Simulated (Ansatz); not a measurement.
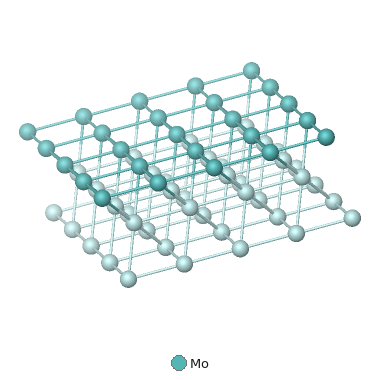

The system is H on a Mo(110) slab cut from the Im-3m phase, its upper half relaxed before the scan (12 atoms of substrate and one adsorbate in a 2 × 2 cell); the picture shows it without the atoms that are moved over the map. H is moved over the surface cell; relaxed at each place: the height of the adsorbate's atoms; substrate rigid; the origin of the map has the adsorbate above Mo9. Places are given modulo a cell vector. The map is drawn in real space over the plane of the surface. The scan uses a 6 × 6 grid; 13 points were computed and 23 follow by symmetry. Places are given in fractions of the 1 × 1 surface cell. Energies: eV, counted from the lowest grid point. These are results of Ansatz, DFT PBE, scalar-relativistic, plane waves, PAW, not measurements. Settings: cutoff 420 eV, k-mesh 5×5×1, gaussian smearing 0.1 eV, no spin polarisation.

Range: position of H13 along the first surface vector from 0.000 to 0.833; position of H13 along the second surface vector from 0.000 to 0.833.

What will the energy surface look like?

The lowest grid point is at (2/6, 4/6) of the cell vectors [nearest 1 Mo at 1.86 Å]; the map holds 2 wells of about this depth. The bottom of the well lies between grid points, at about (0.35, 0.65) of the cell vectors, about 0.022 eV lower on the interpolated surface. The highest grid point, the top site over a surface Mo atom, (0/6, 0/6) of the cell vectors, lies 0.90 eV above the lowest. On the interpolated surface the easiest way out of the lowest well to a well of about the same depth near (4/6, 2/6) of the cell vectors [nearest 1 Mo at 1.86 Å] passes a barrier of about 0.15 eV, counted from the interpolated bottom of the well. At the lowest point the adsorbate has 1 Mo at 1.86 Å as nearest neighbours, at the highest 1 Mo at 1.76 Å. Its relaxed height above the top atom is 1.12 Å at the lowest and 1.76 Å at the highest point.

```csv
"second ↓, first →",0/6,1/6,2/6,3/6,4/6,5/6
5/6,0.81,0.60,0.25,0.19,0.65,0.86
4/6,0.49,0.25,0.00,0.19,0.58,0.65
3/6,0.15,0.19,0.19,0.13,0.19,0.19
2/6,0.49,0.65,0.58,0.19,0.00,0.25
1/6,0.81,0.86,0.65,0.19,0.25,0.60
0/6,0.90,0.81,0.49,0.15,0.49,0.81
```

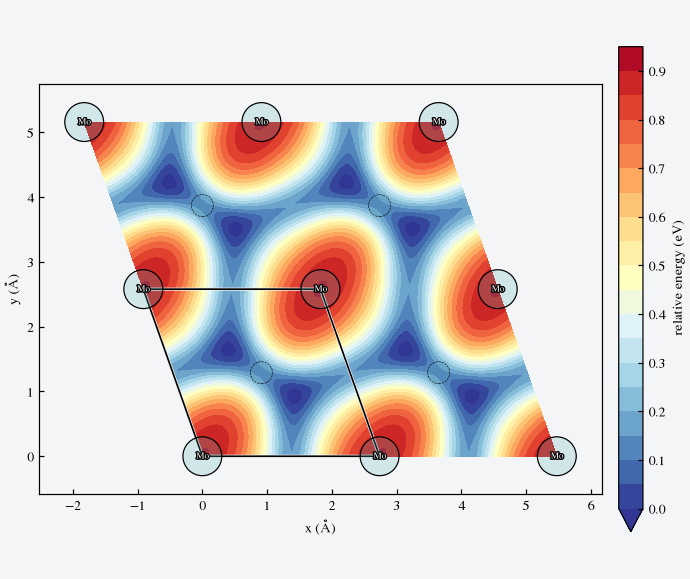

In the figure: filled contours, labelled circles for the atoms of the top layer and small ones for the second layer, the outline of one cell of the 2 × 2 shown. Between grid points the surface is interpolated.

Each point was launched as `ansatz run input.yaml --threads 4 --pin off --max-ram 12288MiB --backend cpu --events-out ev --progress --plain --runs-dir out`. Time for the 13 points that were run: 5.8 min on 4 threads of Intel(R) Xeon(R) 6975P-C (Granite Rapids), with other jobs on the host.

PAW datasets: the set soft_1.
